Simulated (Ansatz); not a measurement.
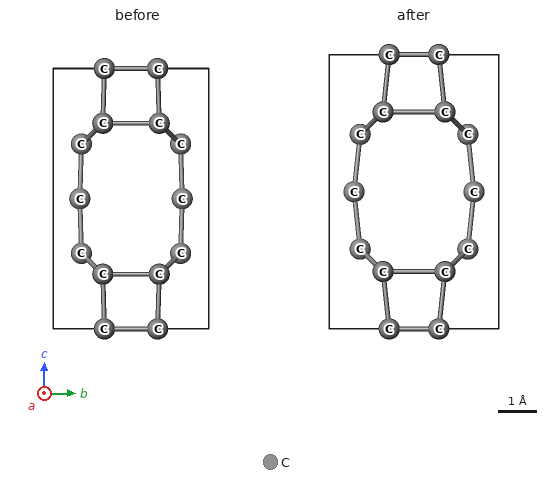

The structure of solid C (a generated structure, set up in Immm) (coarse preliminary run) before (left) and after (right) a relaxation, at one scale.

Style: ball-and-stick. Shown: the conventional cell (2 times the calculation's cell), along the a axis. Lengths and directions refer to the drawn axes.

All numbers below come from DFT PBE, scalar-relativistic, plane waves, PAW in Ansatz.

Input file:
```yaml
crystal:
  lattice:
    - [-1.22032379, 2.06741568, 3.45996679]
    - [1.22032379, -2.06741568, 3.45996679]
    - [1.22032379, 2.06741568, -3.45996679]
  atoms:
    - { symbol: C, position: [0.32903363, 0.0, 0.32903363] }
    - { symbol: C, position: [0.67096637, 0.0, 0.67096637] }
    - { symbol: C, position: [0.89157211, 0.21019186, 0.68138025] }
    - { symbol: C, position: [0.47118839, 0.78980814, 0.68138025] }
    - { symbol: C, position: [0.52881161, 0.21019186, 0.31861975] }
    - { symbol: C, position: [0.10842789, 0.78980814, 0.31861975] }
basis:
  ecutwfc: 420
kpoints:
  mp_grid: { grid: [8, 8, 8] }
hamiltonian:
  xc: pbe
scf:
  occupations: { method: gaussian, width: 0.1 }
  lower_state_search: "off"
output:
  forces: true
  stress: true
  eigenvalues: true
relax:
  adjacent_minimum: "off"
  f_tol: 0.04
  max_steps: 70
  cell: { stress_tol: 0.4 }
```

Launched with:
```bash
ansatz run input.yaml --threads 1 --pin off --max-ram 2560MiB --backend cpu --events-out ev --progress --plain --runs-dir out
```

> Summarise the run.

The largest moves relative to the cell, 0.11 Å, are those of C1 and C2. C2 goes along −b. Cell: a 2.441 → 2.599 Å (+6.5 %), b 4.135 → 4.505 Å (+9.0 %), c 6.920 → 7.291 Å (+5.4 %). Volume +22.3 %. Among the contacts that change: C3–C5 1.500 → 1.645 Å, C3–C6 1.454 → 1.554 Å, C1–C2 1.414 → 1.318 Å, C1–C5 1.455 → 1.534 Å. Bond angles that change, for instance: C5–C1–C6 176.6° → 167.8°, C2–C1–C5 91.7° → 96.1°, C2–C4–C6 88.3° → 83.9°. The space group stays Immm (No. 71). Over 9 accepted moves (11 points after the start) the energy falls by 282 meV per atom. The largest force component goes from 2.8 to 0.007 eV/Å. The pressure goes from 67.19 to 0.01 GPa. The SCF was repeated twice at an unchanged geometry on a basis and grid sized afresh for the cell, which shifted the energy by 15.2 meV per atom at most. Cost: 110 s on 1 thread of Intel(R) Xeon(R) Processor @ 2.50GHz (Skylake/Cascade Lake), with other jobs on the host, peak memory 0.38 GiB.
